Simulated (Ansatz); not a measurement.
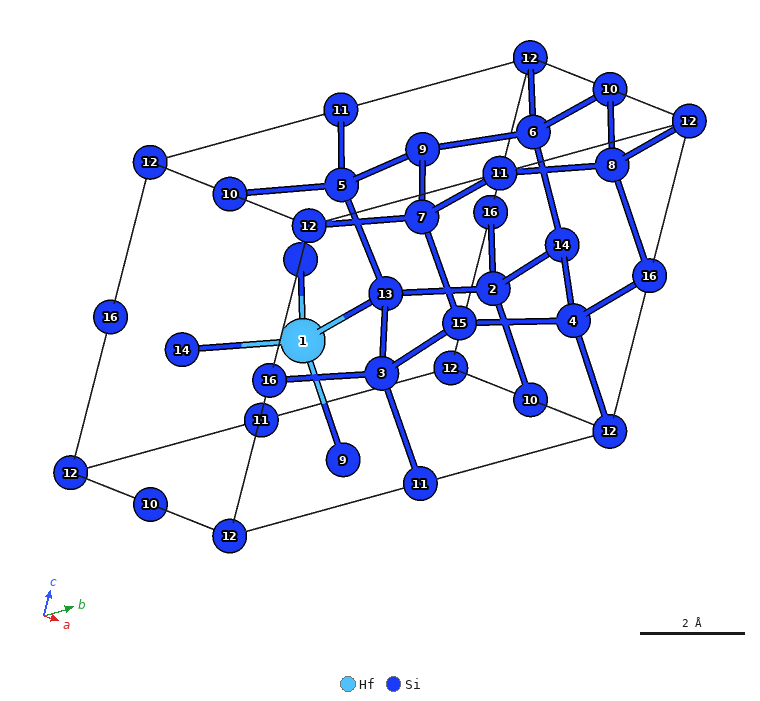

The structure as given in the input (ball-and-stick view of the cell of the calculation, seen slightly off an axis; atoms are numbered from 1 in the order of the input). An atom can appear more than once, as a periodic image. Near neighbours in the periodic cell (some may lie outside the picture): Hf has 4 Si at 2.54 Å; Si has 4 Si at 2.33 to 2.36 Å; Si has 1 Hf at 2.54 Å and 3 Si at 2.33 Å.

## Run report: HfSi15 (charge +1), geometry relaxation (part 1 of 2)

HfSi15 (defect cell, 16 atoms in the cell, total charge +1), computed with DFT PBE, scalar-relativistic, plane waves, PAW, spin-polarised (Ansatz 0.2.0).

The structure derives from a Materials Project entry. It belongs to a series of runs on one base structure; here: Hf on a Si site (b), charge +1, atoms relaxed at the host's cell. Figures and captions count atoms from 1; the log counts them from 0 in places.

## Input file
```yaml
crystal:
  lattice:
    - [0.0, 5.4700936587, -5.4700936587]
    - [5.4700936587, 5.4700936587, 0.0]
    - [5.4700936587, 0.0, -5.4700936587]
  atoms:
    - { symbol: Hf, position: [0.375, 0.375, 0.375], spin: 0.2 }
    - { symbol: Si, position: [0.372833788, 0.877166212, 0.372833788] }
    - { symbol: Si, position: [0.877166212, 0.372833788, 0.372833788] }
    - { symbol: Si, position: [0.877166212, 0.877166212, 0.372833788] }
    - { symbol: Si, position: [0.372833788, 0.372833788, 0.877166212] }
    - { symbol: Si, position: [0.372833788, 0.877166212, 0.877166212] }
    - { symbol: Si, position: [0.877166212, 0.372833788, 0.877166212] }
    - { symbol: Si, position: [0.875, 0.875, 0.875] }
    - { symbol: Si, position: [0.5089426083, 0.5089426083, -0.0268278248], spin: 0.2 }
    - { symbol: Si, position: [0.5012312556, -0.0004104185, -0.0004104185] }
    - { symbol: Si, position: [0.9995895815, 0.5012312556, -0.0004104185] }
    - { symbol: Si, position: [0.9995895815, -0.0004104185, -0.0004104185] }
    - { symbol: Si, position: [0.5089426083, 0.5089426083, 0.5089426083], spin: 0.2 }
    - { symbol: Si, position: [0.5089426083, -0.0268278248, 0.5089426083], spin: 0.2 }
    - { symbol: Si, position: [0.9731721752, 0.5089426083, 0.5089426083], spin: 0.2 }
    - { symbol: Si, position: [0.9995895815, -0.0004104185, 0.5012312556] }
  host:
    lattice:
      - [0.0, 2.7350468294, 2.7350468294]
      - [2.7350468294, 0.0, 2.7350468294]
      - [2.7350468294, 2.7350468294, 0.0]
    atoms:
      - { symbol: Si, position: [0.25, 0.25, 0.25] }
      - { symbol: Si, position: [0.0, 0.0, 0.0] }
total_charge: 1
basis:
  ecutwfc: 420
  xc_grid: 2
kpoints:
  mp_grid: { grid: [2, 2, 2], shift: [0.0, 0.0, 0.0] }
hamiltonian:
  xc: pbe
scf:
  occupations: { method: gaussian, width: 0.01 }
output:
  forces: true
  stress: false
  eigenvalues: true
  populations: true
  charged_corrections:
    defect_position: [0.375, 0.375, 0.375]
    epsilon: [[12.9823, 0.0, 0.0], [0.0, 12.9823, 0.0], [0.0, 0.0, 12.9823]]
  write_density: true
  write_potential: true
  elf: true
  volumetric_format: npy
magnetization:
  spin_polarized: true
relax:
  adjacent_minimum: "off"
  f_tol: 0.025
  max_steps: 45
```

Run on 4 threads of Arm Neoverse V1, 24 GiB of memory available, shared host.

Launched with:
```bash
ansatz run input.yaml --threads 4 --pin off --max-ram 10240MiB --backend cpu --events-out ev --progress --plain --runs-dir out
```

## The program's output
```
Engine: ansatz 0.2.0, aarch64-unknown-linux-gnu
Pseudopotentials: kind: paw
Pseudopotential: Hf, paw, valence charge 26, recommended cutoff 420 eV (normal), Hf.paw.azcp
Pseudopotential: Si, paw, valence charge 4, recommended cutoff 420 eV (normal), Si.paw.azcp
Functional definition: PBE
  parameter kappa = 0.804
  parameter beta = 0.06672455060314922
  exchange = pbe_x(kappa = kappa, mu = beta*pi^2/3)
  correlation = pbe_c(beta = beta)
Crystal: 16 atoms, lattice volume = 327.351 Å³
Basis set: ecut = 420 eV, 6375 PW (Γ), exchange–correlation on 108×108×108 points (8 copies of the dense FFT grid, shifted against one another)
Bands: 59, of which v1, the nominal top of the filled ones, is band 43 counted from 1 (42 counted from 0)
Symmetry: 24 space group operations
Space group: F-43m (ITA 216), of the structure as read, at distance tolerance 6.9e-5 Å
Magnetic group: BNS 216.74 (UNI 1576), of the structure as read, at distance tolerance 6.9e-5 Å
k-points: 3 of 8
Non-local potential: Hf, projectors of the file, l = 0: 3, l = 1: 2, l = 2: 2, l = 3: 3
Non-local potential: Si, projectors of the file, l = 0: 2, l = 1: 2, l = 2: 2
PAW form: soft (Blöchl's): semilocal exchange-correlation on the pseudo side does not see the compensation charge
PAW one-centre angular grid: Hf, 590 points (default); XC on 64 Gauss nodes
PAW one-centre angular grid: Si, 110 points (default); XC on 64 Gauss nodes
Initial density: superposition of atomic densities (chi_scale 0.1, normalization cell, long waves kept (reshape's long-wave potential 0.04 eV rms))
Starting moments: Σ|m| = 1 μB on 5 of 16 sites
Initial wavefunctions: pseudopotential atomic-orbital guess
Functional: x = pbe(κ = 0.804, μ = 0.2195149727645171), c = pbe(β = 0.06672455060314922)
SCF iter   1: F=—  HF=-25258.946475 eV  |F-HF|=—  |Δ(HF+E_count)|=         —  Δρ=3.42e-2 (↑3.42e-2 ↓3.27e-2)  dr2=4.04e1  dr2_m=7.15e-3  M=0.750 μB ∫|m|=0.757 μB  β_m=0.30  ethr=3.10e-3  ⟨swp⟩=6.7  Hψ=1550  notcnv=0  defer=17
Mixer restart at iter 1: flushing history
preconditioner: auto → Resta (q_TF=auto, 2.179 Å⁻¹)  ε∞=6.2  [insulator: Δε(μ)=0.103 eV  Ē_g=7.158 eV  σ=0.010 eV  W_gap=1.00  n_scr=58 (ndim 8)  ℏωp=16.3 eV  f_vac=0.000  D(μ)=0.00/eV (n_scr^D=0)  ε∞_Penn≈6.2]
spin=Collinear: Resta preconditioning applied to the charge; magnetization (m = ρ↑ − ρ↓) channel mixes plain (no charge-response kernel on spin).
SCF iter   2: F=—  HF=-25259.234349 eV  |F-HF|=—  |Δ(HF+E_count)|=   2.88e-1  Δρ=2.03e-2 (↑2.03e-2 ↓1.97e-2)  dr2=1.10e1  dr2_m=4.14e-3  M=0.749 μB ∫|m|=0.752 μB  β_m=0.45  ethr=3.10e-3  ⟨swp⟩=3.7  Hψ=778  notcnv=0  defer=49
SCF iter   3: F=—  HF=-25260.764020 eV  |F-HF|=—  |Δ(HF+E_count)|=    1.53e0  Δρ=9.14e-3 (↑8.74e-3 ↓9.14e-3)  dr2=1.24e0  dr2_m=1.60e-3  M=0.500 μB ∫|m|=0.518 μB  β_m=0.52  ethr=3.10e-3  ⟨swp⟩=3.7  Hψ=710  notcnv=0  defer=44
SCF iter   4: F=—  HF=-25261.529031 eV  |F-HF|=—  |Δ(HF+E_count)|=   7.65e-1  Δρ=4.58e-3 (↑4.56e-3 ↓4.58e-3)  dr2=4.60e-1  dr2_m=4.70e-4  M=0.500 μB ∫|m|=0.519 μB  β_m=0.70  ethr=1.46e-3  ⟨swp⟩=2.0  Hψ=694  notcnv=0  defer=49
SCF iter   5: F=—  HF=-25261.696559 eV  |F-HF|=—  |Δ(HF+E_count)|=   1.68e-1  Δρ=9.12e-4 (↑9.12e-4 ↓8.55e-4)  dr2=1.47e-2  dr2_m=1.06e-4  M=0.500 μB ∫|m|=0.520 μB  β_m=0.75  ethr=5.41e-4  ⟨swp⟩=3.7  Hψ=641  notcnv=0  defer=52
SCF iter   6: F=—  HF=-25261.706497 eV  |F-HF|=—  |Δ(HF+E_count)|=         —  Δρ=3.70e-4 (↑3.70e-4 ↓3.50e-4)  dr2=2.95e-3  dr2_m=2.00e-5  M=0.500 μB ∫|m|=0.519 μB  β_m=0.75  ethr=1.73e-5  ⟨swp⟩=2.3  Hψ=564  notcnv=0  defer=52
Mixer restart at iter 6: flushing history
SCF iter   7: F=—  HF=-25261.709902 eV  |F-HF|=—  |Δ(HF+E_count)|=   3.40e-3  Δρ=2.01e-4 (↑2.01e-4 ↓1.93e-4)  dr2=7.69e-4  dr2_m=2.09e-6  M=0.500 μB ∫|m|=0.518 μB  β_m=0.87  ethr=3.47e-6  ⟨swp⟩=2.0  Hψ=656  notcnv=0  defer=52
SCF iter   8: F=—  HF=-25261.710728 eV  |F-HF|=—  |Δ(HF+E_count)|=   8.26e-4  Δρ=1.33e-4 (↑1.33e-4 ↓1.29e-4)  dr2=2.92e-4  dr2_m=1.15e-7  M=0.500 μB ∫|m|=0.518 μB  β_m=0.87  ethr=9.05e-7  ⟨swp⟩=2.2  Hψ=651  notcnv=0  defer=52
SCF iter   9: F=—  HF=-25261.710598 eV  |F-HF|=—  |Δ(HF+E_count)|=   1.30e-4  Δρ=3.20e-5 (↑3.20e-5 ↓3.15e-5)  dr2=2.35e-5  dr2_m=9.63e-9  M=0.500 μB ∫|m|=0.518 μB  β_m=0.93  ethr=3.43e-7  ⟨swp⟩=2.0  Hψ=606  notcnv=0  defer=52
SCF iter  10: F=-25261.710624 eV  HF=-25261.710629 eV  |F-HF|=5.76e-6  |Δ(HF+E_count)|=   3.16e-5  Δρ=1.38e-5 (↑1.38e-5 ↓1.23e-5)  dr2=8.38e-6  dr2_m=3.60e-9  M=0.500 μB ∫|m|=0.518 μB  ethr=1.84e-8  ⟨swp⟩=21.2  Hψ=3534  notcnv=0
SCF 1 converged in 10 iterations: F = -25261.710624 eV  dr2 = 8.38e-6
  greatest PAW one-centre occupation: 0.998 electrons in one spin orbital (limit 2), on the Hf atom at site 0 (counted from 0), in its partial waves of l = 0
relax step   1: F+E_penalty+E_count = -25261.71062368 eV  Δ(F+E_penalty+E_count) = +0.000e0 eV  max|allowed force component| = 3.839e-1 eV/Å  Δτ_max = 0.0000 Å  (10 SCF iters, dr2 threshold 1.56e-5 eV, accepted)
Initial density: handed on by an earlier stage of this run
Starting moments: Σ|m| = 1 μB on 5 of 16 sites; this step starts from the density that it was given
Initial wavefunctions: those handed on with the density
iter 1 solved again at ethr=3.46e-5 eV; its pass at ethr=3.10e-3 eV (dr2=2.94e-2 eV) is discarded
SCF iter   1: F=—  HF=-25261.768571 eV  |F-HF|=—  |Δ(HF+E_count)|=         —  Δρ=1.37e-3 (↑1.37e-3 ↓1.33e-3)  dr2=3.18e-2  dr2_m=5.30e-5  M=0.500 μB ∫|m|=0.520 μB  β_m=0.65  ethr=3.46e-5  ⟨swp⟩=2.7  Hψ=1290  notcnv=0  defer=47
preconditioner: auto → Resta (q_TF=auto, 2.179 Å⁻¹)  ε∞=5.4  [insulator: Δε(μ)=0.113 eV  Ē_g=8.556 eV  σ=0.010 eV  W_gap=0.67  n_scr=58 (ndim 8)  ℏωp=18.0 eV  f_vac=0.000  D(μ)=38.57/eV (n_scr^D=536)  ε∞_Penn≈5.4]
spin=Collinear: Resta preconditioning applied to the charge; magnetization (m = ρ↑ − ρ↓) channel mixes plain (no charge-response kernel on spin).
SCF iter   2: F=—  HF=-25261.791672 eV  |F-HF|=—  |Δ(HF+E_count)|=   2.31e-2  Δρ=6.91e-4 (↑6.91e-4 ↓6.72e-4)  dr2=7.60e-3  dr2_m=1.34e-5  M=0.500 μB ∫|m|=0.521 μB  β_m=0.65  ethr=3.46e-5  ⟨swp⟩=3.0  Hψ=532  notcnv=0  defer=47
SCF iter   3: F=—  HF=-25261.799990 eV  |F-HF|=—  |Δ(HF+E_count)|=   8.32e-3  Δρ=1.66e-4 (↑1.66e-4 ↓1.49e-4)  dr2=8.23e-4  dr2_m=1.60e-6  M=0.500 μB ∫|m|=0.521 μB  β_m=0.76  ethr=8.94e-6  ⟨swp⟩=3.3  Hψ=647  notcnv=0  defer=47
SCF iter   4: F=—  HF=-25261.799866 eV  |F-HF|=—  |Δ(HF+E_count)|=   1.24e-4  Δρ=1.37e-4 (↑1.37e-4 ↓1.31e-4)  dr2=2.03e-4  dr2_m=1.46e-7  M=0.500 μB ∫|m|=0.521 μB  β_m=0.62  ethr=9.68e-7  ⟨swp⟩=2.8  Hψ=682  notcnv=0  defer=47
SCF iter   5: F=—  HF=-25261.799783 eV  |F-HF|=—  |Δ(HF+E_count)|=   8.37e-5  Δρ=3.69e-5 (↑3.69e-5 ↓3.49e-5)  dr2=2.71e-5  dr2_m=4.48e-8  M=0.500 μB ∫|m|=0.521 μB  β_m=0.79  ethr=2.39e-7  ⟨swp⟩=2.0  Hψ=609  notcnv=0  defer=47
SCF iter   6: F=—  HF=-25261.799877 eV  |F-HF|=—  |Δ(HF+E_count)|=   9.46e-5  Δρ=1.49e-5 (↑1.49e-5 ↓1.40e-5)  dr2=9.45e-6  dr2_m=4.52e-9  M=0.500 μB ∫|m|=0.521 μB  β_m=0.90  ethr=3.19e-8  ⟨swp⟩=2.0  Hψ=470  notcnv=0  defer=47
SCF iter   7: F=-25261.799880 eV  HF=-25261.799880 eV  |F-HF|=2.21e-7  |Δ(HF+E_count)|=   3.25e-6  Δρ=4.38e-6 (↑4.38e-6 ↓4.28e-6)  dr2=5.41e-7  dr2_m=4.22e-10  M=0.500 μB ∫|m|=0.521 μB  ethr=1.08e-8  ⟨swp⟩=16.5  Hψ=2884  notcnv=0
SCF 2 converged in 7 iterations: F = -25261.799880 eV  dr2 = 5.41e-7
  greatest PAW one-centre occupation: 0.999 electrons in one spin orbital (limit 2), on the Hf atom at site 0 (counted from 0), in its partial waves of l = 0
relax step   2: F+E_penalty+E_count = -25261.79988019 eV  Δ(F+E_penalty+E_count) = -8.926e-2 eV  max|allowed force component| = 1.565e-1 eV/Å  Δτ_max = 0.0712 Å  (7 SCF iters, dr2 threshold 9.21e-6 eV, accepted)
SCF iter   1: F=—  HF=-25261.809559 eV  |F-HF|=—  |Δ(HF+E_count)|=         —  Δρ=4.08e-4 (↑4.07e-4 ↓4.08e-4)  dr2=4.72e-3  dr2_m=5.23e-6  M=0.500 μB ∫|m|=0.520 μB  β_m=0.65  ethr=2.85e-5  ⟨swp⟩=4.0  Hψ=884  notcnv=0  defer=53
preconditioner: auto → Resta (q_TF=auto, 2.179 Å⁻¹)  ε∞=5.4  [insulator: Δε(μ)=0.120 eV  Ē_g=8.607 eV  σ=0.010 eV  W_gap=0.67  n_scr=58 (ndim 8)  ℏωp=18.0 eV  f_vac=0.000  D(μ)=38.57/eV (n_scr^D=536)  ε∞_Penn≈5.4]
spin=Collinear: Resta preconditioning applied to the charge; magnetization (m = ρ↑ − ρ↓) channel mixes plain (no charge-response kernel on spin).
SCF iter   2: F=—  HF=-25261.811442 eV  |F-HF|=—  |Δ(HF+E_count)|=   1.88e-3  Δρ=1.78e-4 (↑1.78e-4 ↓1.73e-4)  dr2=6.62e-4  dr2_m=1.19e-6  M=0.500 μB ∫|m|=0.520 μB  β_m=0.64  ethr=5.55e-6  ⟨swp⟩=3.0  Hψ=566  notcnv=0  defer=53
SCF iter   3: F=—  HF=-25261.811895 eV  |F-HF|=—  |Δ(HF+E_count)|=   4.53e-4  Δρ=5.80e-5 (↑5.80e-5 ↓5.16e-5)  dr2=9.35e-5  dr2_m=2.16e-7  M=0.500 μB ∫|m|=0.520 μB  β_m=0.72  ethr=7.79e-7  ⟨swp⟩=2.0  Hψ=585  notcnv=0  defer=53
SCF iter   4: F=—  HF=-25261.811884 eV  |F-HF|=—  |Δ(HF+E_count)|=   1.06e-5  Δρ=3.87e-5 (↑3.87e-5 ↓3.81e-5)  dr2=1.61e-5  dr2_m=2.34e-8  M=0.500 μB ∫|m|=0.520 μB  β_m=0.60  ethr=1.10e-7  ⟨swp⟩=2.5  Hψ=615  notcnv=0  defer=53
SCF iter   5: F=—  HF=-25261.811876 eV  |F-HF|=—  |Δ(HF+E_count)|=   8.35e-6  Δρ=9.69e-6 (↑9.69e-6 ↓9.57e-6)  dr2=2.21e-6  dr2_m=5.17e-9  M=0.500 μB ∫|m|=0.520 μB  β_m=0.80  ethr=1.90e-8  ⟨swp⟩=2.0  Hψ=609  notcnv=0  defer=53
SCF iter   6: F=—  HF=-25261.811884 eV  |F-HF|=—  |Δ(HF+E_count)|=   7.84e-6  Δρ=3.91e-6 (↑3.91e-6 ↓3.61e-6)  dr2=4.02e-7  dr2_m=6.96e-10  M=0.500 μB ∫|m|=0.520 μB  β_m=0.90  ethr=2.60e-9  ⟨swp⟩=3.3  Hψ=657  notcnv=0  defer=53
SCF iter   7: F=-25261.811884 eV  HF=-25261.811884 eV  |F-HF|=2.18e-8  |Δ(HF+E_count)|=   1.41e-7  Δρ=1.21e-6 (↑1.18e-6 ↓1.21e-6)  dr2=4.11e-8  dr2_m=2.12e-11  M=0.500 μB ∫|m|=0.520 μB  ethr=4.73e-10  ⟨swp⟩=14.3  Hψ=2687  notcnv=0
SCF 3 converged in 7 iterations: F = -25261.811884 eV  dr2 = 4.11e-8
relax step   3: F+E_penalty+E_count = -25261.81188380 eV  Δ(F+E_penalty+E_count) = -1.200e-2 eV  max|allowed force component| = 9.329e-3 eV/Å  Δτ_max = 0.0226 Å  (7 SCF iters, dr2 threshold 1.53e-6 eV, accepted)
iter 1 solved again at ethr=3.08e-11 eV; its pass at ethr=3.10e-3 eV (dr2=2.62e-8 eV) is discarded
SCF iter   1: F=—  HF=-25261.811884 eV  |F-HF|=—  |Δ(HF+E_count)|=         —  Δρ=1.06e-6 (↑1.02e-6 ↓1.06e-6)  dr2=2.61e-8  dr2_m=1.82e-11  M=0.500 μB ∫|m|=0.520 μB  β_m=0.65  ethr=3.08e-11  ⟨swp⟩=1.0  Hψ=864  notcnv=0
preconditioner: auto → Resta (q_TF=auto, 2.179 Å⁻¹)  ε∞=5.4  [insulator: Δε(μ)=0.118 eV  Ē_g=8.589 eV  σ=0.010 eV  W_gap=0.67  n_scr=58 (ndim 8)  ℏωp=18.0 eV  f_vac=0.000  D(μ)=38.57/eV (n_scr^D=536)  ε∞_Penn≈5.4]
spin=Collinear: Resta preconditioning applied to the charge; magnetization (m = ρ↑ − ρ↓) channel mixes plain (no charge-response kernel on spin).
SCF iter   2: F=-25261.811884 eV  HF=-25261.811884 eV  |F-HF|=1.99e-8  |Δ(HF+E_count)|=   1.63e-8  Δρ=9.57e-7 (↑9.57e-7 ↓9.35e-7)  dr2=2.62e-8  dr2_m=1.03e-11  M=0.500 μB ∫|m|=0.520 μB  ethr=3.07e-11  ⟨swp⟩=5.5  Hψ=1907  notcnv=0
SCF 4 converged in 2 iterations: F = -25261.811884 eV  dr2 = 2.62e-8
relax step   4: F+E_penalty+E_count = -25261.81188380 eV  Δ(F+E_penalty+E_count) = -3.482e-9 eV  max|allowed force component| = 9.333e-3 eV/Å  Δτ_max = 0.0000 Å  (2 SCF iters, accepted)
```

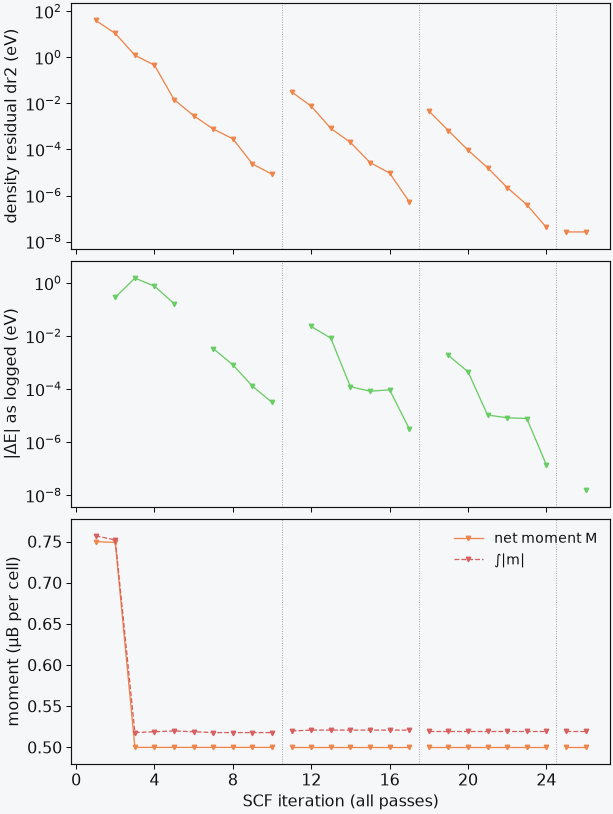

Convergence of the self-consistent field: density residual dr2, size of the energy change and magnetic moment against the SCF iteration. The dotted lines part the SCF passes of the relaxation: geometry steps, rejected trials and re-solves on a re-selected basis. The passes take 10, 7, 7 and 2 iterations. The net moment goes from 0.8 to 0.5 μB per cell.

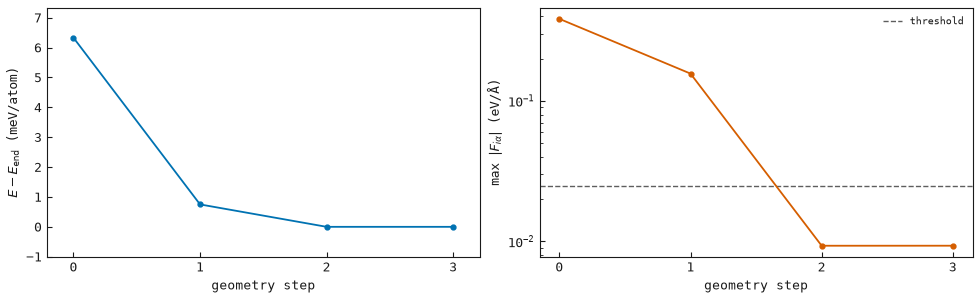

Progress of the relaxation, step by step (the first geometry is step 0 here and step 1 in the log).

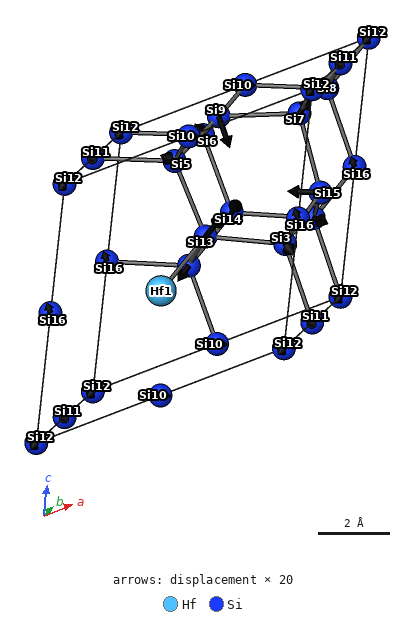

The starting structure with the displacements as black arrows, magnified 20 times (ball-and-stick view of the cell of the calculation, seen slightly off an axis). Over 3 geometry steps the energy falls by 6.3 meV per atom. Largest force component: 0.38 eV/Å at the start, 0.0093 eV/Å at the end. The largest moves, 0.049 Å, are those of Si9, Si13, Si14 and Si15. Hf stays in place. The lattice vectors keep their values. Distances before and after: Hf1–Si13 2.538 → 2.587 Å, Si8–Si10 2.361 → 2.345 Å, Si2–Si10 2.358 → 2.347 Å, Si2–Si13 2.333 → 2.340 Å. Among the angles that change: Si13–Si2–Si14 100.7° → 97.3°. (Atoms are counted from 1 in the order of the input.)

```
SCF converged after 2 iterations
Magnetization: 0.5000 μB (42.7500 up, 42.2500 down)
Absolute magnetization: 0.5213 μB (∫|ρ↑−ρ↓|, with the PAW one-centre terms)
Spin contamination: 0.0015 ħ² per cell (⟨S²⟩ above its minimum at these occupations)
Per-site moments (μB) at R_I (Å): [(0.0847996307221869, 1.0670056723127153), (0.0036938030439866293, 0.9651465177287631), (0.003693803043986686, 0.9651465177287631), (0.0036938030439865872, 0.9651465177287629), (0.003693803043986796, 0.9651465177287631), (0.003693803043986688, 0.9651465177287631), (0.0036938030439866935, 0.9651465177287629), (-5.6383223395441216e-5, 0.967234776038999), (0.0355332355588837, 0.9651465177287631), (0.0019023486398867288, 0.9672347760389995), (0.001902348639886639, 0.9672347760389995), (0.0019023486398868517, 0.9672347760390003), (0.035533235558883706, 0.9651465177287631), (0.035533235558883824, 0.9651465177287631), (0.03553323555888376, 0.9651465177287629), (0.0019023486398867034, 0.967234776038999)]
Free energy (F): -25261.811884 eV
Harris-Foulkes:  -25261.811884 eV  (|F-HF|=1.99e-8)
Internal energy: -25261.809956 eV  (E = F + TS)
E sigma→0 (E₀):  -25261.810920 eV
Entropy (-TS):   -0.001928 eV (-0.121 meV/atom)
Fermi energy:    6.965823 eV
```
